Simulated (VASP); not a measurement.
SiC2

```
CELL_PARAMETERS angstrom
2.45641 0.00000 -0.01531
0.00000 4.24240 0.00000
-0.72580 0.00000 9.77573
ATOMIC_POSITIONS crystal
Si 0.73821 0.00000 0.93767
Si 0.77901 0.50000 0.06293
C 0.49570 0.16674 0.49989
C 0.99568 0.66674 0.49981
C 0.99568 0.33326 0.49981
C 0.49570 0.83326 0.49989
```

Space group Pm; a generated structure, not necessarily the stable one.

Computed with Kohn-Sham DFT of a periodic cell, PBE, VASP PAW PBE potentials, recommended (VASP).

The density is the valence pseudo-density of a PAW calculation; it isn't the true density close to the nuclei.

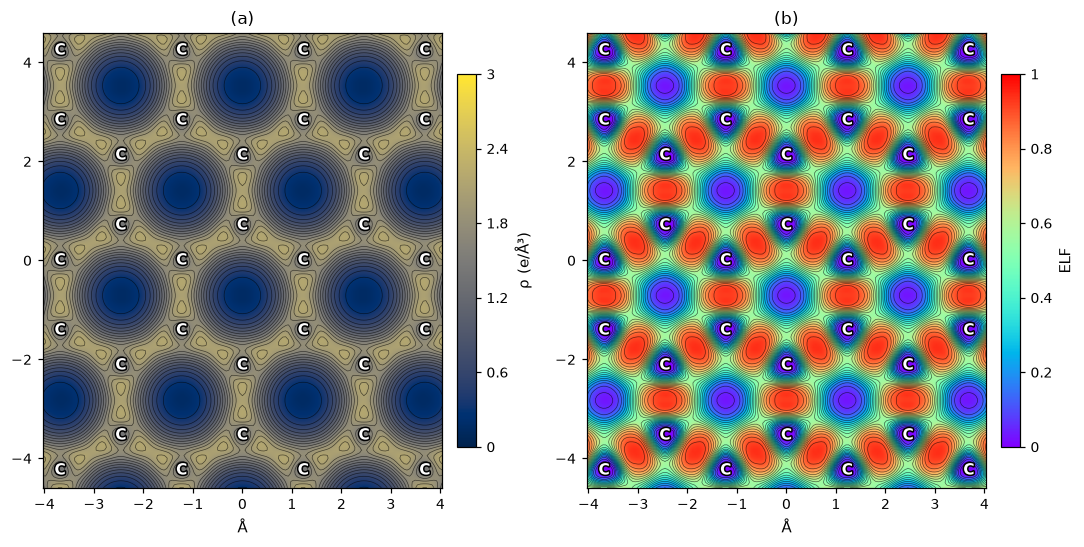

Figure 1. (a) valence pseudo-density; (b) electron localisation function on the (001) plane of the conventional cell.

Question: What does the map show?

Answer: The plane passes through C nuclei.
C–C (1.41 Å): ρ at the midpoint is about 2.1 e/Å³; the ELF peaks at about 0.95 between the atoms (a covalent bond).
Between the atoms the lowest density in this plane is 0.15 e/Å³.

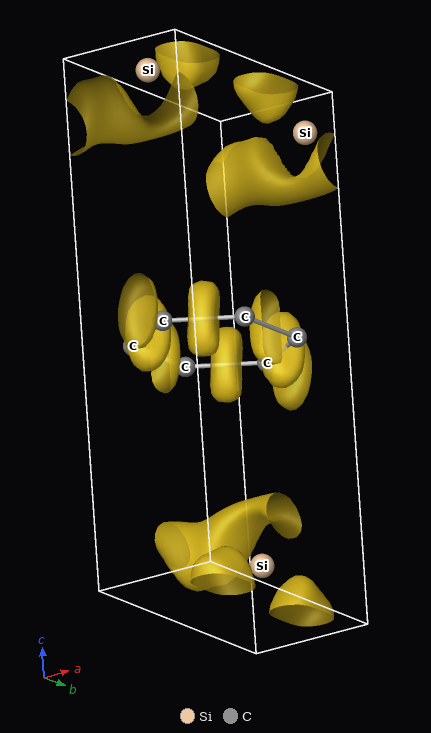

Figure 2. Isosurface of the electron localisation function at 0.8 (yellow), seen at an oblique angle. Only the valence region is drawn (cores and ρ < 0.01 e/Å³ removed). Sticks mark near contacts.

Question: Identify the bonds, lone pairs and shells in this picture.

Answer: At this value the surface marks out six regions between bonded C–C atoms (shared pairs), two regions between bonded Si–Si atoms (shared pairs) and channels that run through the cell in one direction, counted in one cell of 6 atoms. Any copies at cell faces, edges or corners count once. Profiles from the grid: Si–Si (2.45 Å): the ELF peaks at about 0.90 between the atoms; a covalent bond.
